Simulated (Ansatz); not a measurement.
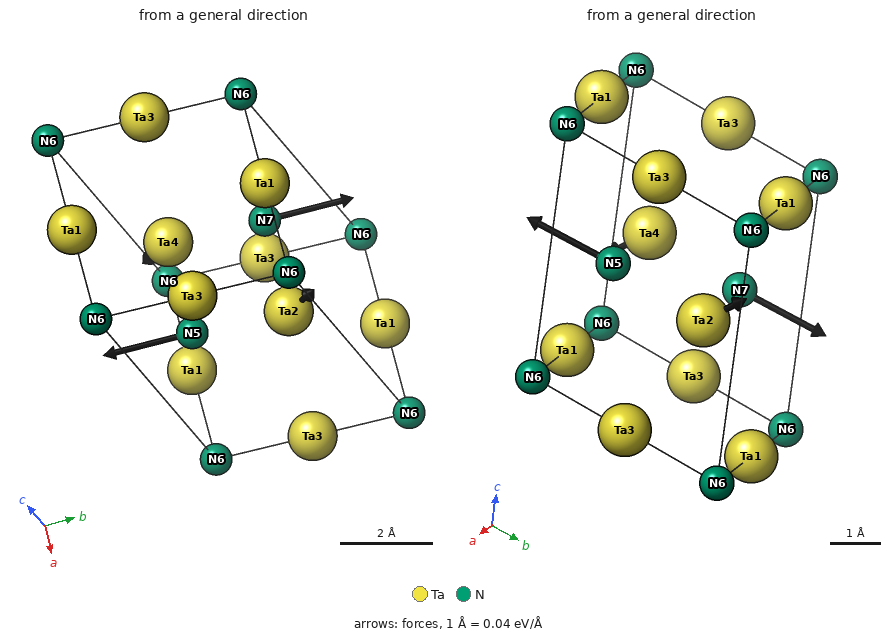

The figure gives a spheres-only picture of the atoms, viewed from two general directions. The frame is the cell (the run's own, in a reduced setting); atoms at its boundary are shown with their periodic copies. The arrows are the computed forces on the atoms.

System: Ta4N3. The calculation used Ansatz, DFT PBEsol, scalar-relativistic, plane waves, PAW, with E_cut = 420 eV, k-points about 0.17 Å⁻¹ apart, Gaussian smearing of 0.15 eV, no spin polarisation.

> Could this be the end point of a relaxation?

No. The atoms still feel forces of up to about 0.068 eV/Å, above a usual threshold of 0.01 to 0.03 eV/Å.

> Which atom has the biggest force on it?

N5 and N7, about 0.068 eV/Å.

Provenance: a structure listed in the Materials Project. The cell was then strained or its atoms displaced on purpose. It went into a calculation with Ansatz.
